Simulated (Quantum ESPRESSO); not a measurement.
**BN (F-43m): zone-centre phonons**

Aim: the zone-centre modes of BN (F-43m).

Calculated with Quantum ESPRESSO 7.5; DFT PBE, scalar-relativistic, plane waves, PseudoDojo norm-conserving pseudopotentials.

**1. The starting structure**

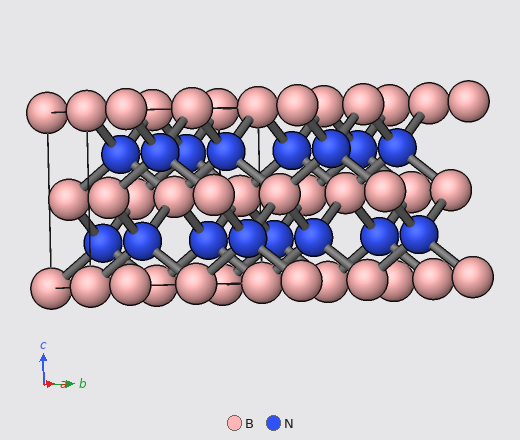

Start, viewed slightly off an axis; boron pink, nitrogen blue. 2×2×1 cells are drawn. This picture shows the conventional cell, with its axes. Bonds to atoms that aren't drawn are left out. Some periodic images of atoms are drawn too.

**2. A first look**

A cheap run with smearing and empty bands tells whether the crystal has a gap, which decides between fixed occupations and smearing later on.

probe.in reads:

```
&control
   calculation = 'scf'
   prefix = 'x'
   outdir = './tmp'
   pseudo_dir = './pseudo'
   tprnfor = .true.
   tstress = .true.
   verbosity = 'high'
/
&system
   ibrav = 2
   celldm(1) = 6.85215071
   nat = 2
   ntyp = 2
   ecutwfc = 92.0
   occupations = 'smearing'
   smearing = 'gaussian'
   degauss = 0.01
/
&electrons
   conv_thr = 1.0d-07
   mixing_beta = 0.7
   electron_maxstep = 100
/
ATOMIC_SPECIES
 B      10.8100  B.upf
 N      14.0070  N.upf
ATOMIC_POSITIONS crystal
 B      0.000000000   0.000000000   0.000000000
 N      0.750000000   0.750000000   0.750000000
K_POINTS automatic
 8 8 8 0 0 0
```

Run with:

```
> OMP_NUM_THREADS=1 mpirun -n 4 pw.x -nk 4 -in probe.in > probe.out
```

Output:

```text
[banners, grids, parts of the stress and lines that vanish by symmetry left out]
Program PWSCF v.7.5
     bravais-lattice index     =            2
     lattice parameter (alat)  =       6.8522  a.u.
[...]
kinetic-energy cutoff     =      92.0000  Ry
     charge density cutoff     =     368.0000  Ry
     scf convergence threshold =      1.0E-07
[...]
Exchange-correlation= PBE
                           (   1   4   3   4   0   0   0)
[...]
24 Sym. Ops. (no inversion) found
[...]
(     0          1          0      )
                  (     0          0          1      )
[...]
(  0.0000000  1.0000000  0.0000000 )
                  (  0.0000000  0.0000000  1.0000000 )
[...]
(     1          0         -1      )
                  (     0          0         -1      )
[...]
(  0.0000000  1.0000000  0.0000000 )
[...]
(    -1          0          1      )
                  (    -1          0          0      )
[...]
(  0.0000000  0.0000000  1.0000000 )
                  (  0.0000000 -1.0000000  0.0000000 )
[...]
number of k points=    29  Gaussian smearing, width (Ry)=  0.0100
[...]
End of self-consistent calculation
[...]
the Fermi energy is    14.9145 ev
!    total energy              =     -26.80559852 Ry
[...]
convergence has been achieved in   6 iterations
[...]
atom    1 type  1   force =     0.00000000    0.00000000    0.00000000
     atom    2 type  2   force =     0.00000000   -0.00000000    0.00000000
[...]
Total force =     0.000000     Total SCF correction =     0.000000
[...]
total   stress  (Ry/bohr**3)                   (kbar)     P=       -8.26
[...]
XML data file, charge density, pseudopotentials, collected wavefunctions

   JOB DONE.
```

Wall time 1.7 s (4 MPI ranks of Arm Neoverse V1, shared host).

Read from the output:

| Item | Value |
| --- | --- |
| volume per atom | 5.959 Å³ |
| pressure | -0.826 GPa |
| gap on the k-mesh | 4.522 eV |

A gap of 4.5 eV opens on this mesh, so the crystal is taken as an insulator; the start stands at -0.83 GPa.

**3. Relaxation**

The relaxation runs at a cutoff a fifth above that of the response, since stress converges more slowly with the basis than frequencies do. Forces and stress are brought to rest with tight thresholds.

relax.in reads:

```
&control
   calculation = 'vc-relax'
   prefix = 'x'
   outdir = './tmp'
   pseudo_dir = './pseudo'
   tprnfor = .true.
   tstress = .true.
   forc_conv_thr = 2.0d-05
   etot_conv_thr = 1.0d-07
   nstep = 40
/
&system
   ibrav = 2
   celldm(1) = 6.85215071
   nat = 2
   ntyp = 2
   ecutwfc = 110
   occupations = 'fixed'
   nbnd = 6
/
&electrons
   conv_thr = 1.0d-11
   mixing_beta = 0.7
   electron_maxstep = 100
/
&ions
/
&cell
   press_conv_thr = 0.2
/
ATOMIC_SPECIES
 B      10.8100  B.upf
 N      14.0070  N.upf
ATOMIC_POSITIONS crystal
 B      0.000000000   0.000000000   0.000000000
 N      0.750000000   0.750000000   0.750000000
K_POINTS automatic
 12 12 12 0 0 0
```

Run with:

```
> OMP_NUM_THREADS=1 mpirun -n 4 pw.x -nk 4 -in relax.in > relax.out
```

Output:

```text
[banners, grids, parts of the stress and lines that vanish by symmetry left out]
[banner, memory and clock lines left out]
Program PWSCF v.7.5

[...]
kinetic-energy cutoff     =     110.0000  Ry
     charge density cutoff     =     440.0000  Ry
     scf convergence threshold =      1.0E-11
[...]
energy convergence thresh.=      1.0E-07
     force convergence thresh. =      2.0E-05
     press convergence thresh. =      2.0E-01
     Exchange-correlation= PBE
                           (   1   4   3   4   0   0   0)
[...]
24 Sym. Ops. (no inversion) found
[...]
number of k points=    72
[...]
End of self-consistent calculation
[...]
highest occupied, lowest unoccupied level (ev):    11.0109   15.5334
!    total energy              =     -26.80564931 Ry
[...]
convergence has been achieved in  13 iterations
[...]
atom    1 type  1   force =    -0.00000000    0.00000000    0.00000000
     atom    2 type  2   force =     0.00000000    0.00000000   -0.00000000
     Total force =     0.000000     Total SCF correction =     0.000000
[...]
total   stress  (Ry/bohr**3)                   (kbar)     P=       -8.03
[...]
number of bfgs steps    =   0
[...]
CELL_PARAMETERS (alat=  6.85215071)
[...]
ATOMIC_POSITIONS (crystal)
B                0.0000000000        0.0000000000       -0.0000000000
N                0.7500000000        0.7500000000        0.7500000000
[...]
New effective cutoffs (rho, wfc):  440.95  110.29
[...]
End of self-consistent calculation
[...]
highest occupied, lowest unoccupied level (ev):    11.0760   15.6037
!    total energy              =     -26.80565033 Ry
[...]
convergence has been achieved in   6 iterations
[...]
atom    1 type  1   force =    -0.00000000   -0.00000000    0.00000000
     atom    2 type  2   force =     0.00000000    0.00000000    0.00000000
     Total force =     0.000000     Total SCF correction =     0.000000
[...]
total   stress  (Ry/bohr**3)                   (kbar)     P=        7.18
[...]
number of bfgs steps    =   1
[...]
CELL_PARAMETERS (alat=  6.85215071)
[...]
ATOMIC_POSITIONS (crystal)
B                0.0000000000        0.0000000000       -0.0000000000
N                0.7500000000        0.7500000000        0.7500000000
[...]
New effective cutoffs (rho, wfc):  440.39  110.14
[...]
End of self-consistent calculation
[...]
highest occupied, lowest unoccupied level (ev):    11.0453   15.5705
!    total energy              =     -26.80565409 Ry
[...]
convergence has been achieved in   6 iterations
[...]
atom    1 type  1   force =     0.00000000    0.00000000   -0.00000000
     atom    2 type  2   force =     0.00000000    0.00000000   -0.00000000
     Total force =     0.000000     Total SCF correction =     0.000000
[...]
total   stress  (Ry/bohr**3)                   (kbar)     P=       -0.02
[...]
number of bfgs steps    =   2
[...]
small trust_radius: resetting bfgs history
[...]
CELL_PARAMETERS (alat=  6.85215071)
[...]
ATOMIC_POSITIONS (crystal)
B                0.0000000000        0.0000000000       -0.0000000000
N                0.7500000000        0.7500000000        0.7500000000
[...]
New effective cutoffs (rho, wfc):  440.39  110.14
[...]
End of self-consistent calculation
[...]
highest occupied, lowest unoccupied level (ev):    11.0455   15.5707
!    total energy              =     -26.80565409 Ry
[...]
convergence has been achieved in   3 iterations
[...]
atom    1 type  1   force =     0.00000000    0.00000000   -0.00000000
     atom    2 type  2   force =    -0.00000000    0.00000000   -0.00000000
     Total force =     0.000000     Total SCF correction =     0.000000
[...]
total   stress  (Ry/bohr**3)                   (kbar)     P=        0.02
[...]
bfgs converged in   4 scf cycles and   3 bfgs steps
[...]
End of BFGS Geometry Optimization
     Final enthalpy           =     -26.8056540907 Ry
     File ./tmp/x.bfgs deleted, as requested
[...]
CELL_PARAMETERS (alat=  6.85215071)
[...]
ATOMIC_POSITIONS (crystal)
B                0.0000000000        0.0000000000       -0.0000000000
N                0.7500000000        0.7500000000        0.7500000000
[...]
Final scf calculation at the relaxed structure.
[...]
kinetic-energy cutoff     =     110.0000  Ry
     charge density cutoff     =     440.0000  Ry
     scf convergence threshold =      1.0E-13
[...]
press convergence thresh. =      2.0E-01
     Exchange-correlation= PBE
                           (   1   4   3   4   0   0   0)
[...]
24 Sym. Ops. (no inversion) found
[...]
number of k points=    72
[...]
c_bands:  1 eigenvalues not converged
     c_bands:  1 eigenvalues not converged
     c_bands:  1 eigenvalues not converged
     c_bands:  1 eigenvalues not converged
[...]
c_bands:  1 eigenvalues not converged
     c_bands:  1 eigenvalues not converged
[...]
End of self-consistent calculation
[...]
highest occupied, lowest unoccupied level (ev):    11.0455   15.5707
!    total energy              =     -26.80565394 Ry
[...]
convergence has been achieved in  15 iterations
[...]
atom    1 type  1   force =    -0.00000000   -0.00000000   -0.00000000
     atom    2 type  2   force =     0.00000000    0.00000000   -0.00000000
     Total force =     0.000000     Total SCF correction =     0.000000
[...]
total   stress  (Ry/bohr**3)                   (kbar)     P=        0.02
[...]
XML data file, charge density, pseudopotentials, collected wavefunctions
```

Wall time 18 s (4 MPI ranks).

Little changed from the start: no atom moved by 0.005 Å and no cell edge by 0.1 %.

The last row of the table of steps is pw.x's closing run on a basis chosen anew for the final cell, so its energy can jump.

This step gave:

```yaml
volume_per_atom: 5.946 Å³
pressure: 0.002 GPa
gap_on_the_k_mesh: 4.525 eV
```

The volume changes by -0.2 % from the cell with which this run began.

**4. Ground state**

The response is built on this ground state, so it is converged far tighter than an energy would need. With a gap, occupations are fixed, which also allows the response to an electric field.

scf.in reads:

```
&control
   calculation = 'scf'
   prefix = 'x'
   outdir = './tmp'
   pseudo_dir = './pseudo'
   tprnfor = .true.
   tstress = .true.
/
&system
   ibrav = 2
   celldm(1) = 6.84717739
   nat = 2
   ntyp = 2
   ecutwfc = 92.0
   occupations = 'fixed'
   nbnd = 6
/
&electrons
   conv_thr = 1.0d-12
   mixing_beta = 0.7
   electron_maxstep = 100
/
ATOMIC_SPECIES
 B      10.8100  B.upf
 N      14.0070  N.upf
ATOMIC_POSITIONS crystal
 B      0.000000000   0.000000000   0.000000000
 N      0.750000000   0.750000000   0.750000000
K_POINTS automatic
 12 12 12 0 0 0
```

Run with:

```
> OMP_NUM_THREADS=1 mpirun -n 4 pw.x -nk 4 -in scf.in > scf.out
```

Output:

```text
[banners, grids, parts of the stress and lines that vanish by symmetry left out]
[banner, memory and clock lines left out]
Program PWSCF v.7.5

[...]
kinetic-energy cutoff     =      92.0000  Ry
     charge density cutoff     =     368.0000  Ry
     scf convergence threshold =      1.0E-12
[...]
Exchange-correlation= PBE
                           (   1   4   3   4   0   0   0)
[...]
24 Sym. Ops. (no inversion) found
[...]
number of k points=    72
[...]
c_bands:  1 eigenvalues not converged
[...]
End of self-consistent calculation
[...]
highest occupied, lowest unoccupied level (ev):    11.0455   15.5708
!    total energy              =     -26.80562156 Ry
[...]
convergence has been achieved in  12 iterations
[...]
atom    1 type  1   force =     0.00000000    0.00000000    0.00000000
     atom    2 type  2   force =     0.00000000    0.00000000    0.00000000
     Total force =     0.000000     Total SCF correction =     0.000000
[...]
total   stress  (Ry/bohr**3)                   (kbar)     P=        0.03
[...]
XML data file, charge density, pseudopotentials, collected wavefunctions
```

Wall time 3.8 s (4 MPI ranks); 15 s of CPU time.

This step gave:

* pressure: 0.003000 GPa

The cell stands at 0.0030 GPa, close enough for phonons.

(Continued in part 2 of 5.)

[Host names and launcher messages were left out of these logs when they were recorded.]

[Logs are printed without paths, hosts, clocks, repeated set-up lines and the standing remarks that a program may print on its own settings, such as how far it seeks lower states.]

[Hosts, paths, dates, database ids (printed as entryN), source tags and the programs' standing remarks are cut or masked in the printed files.]
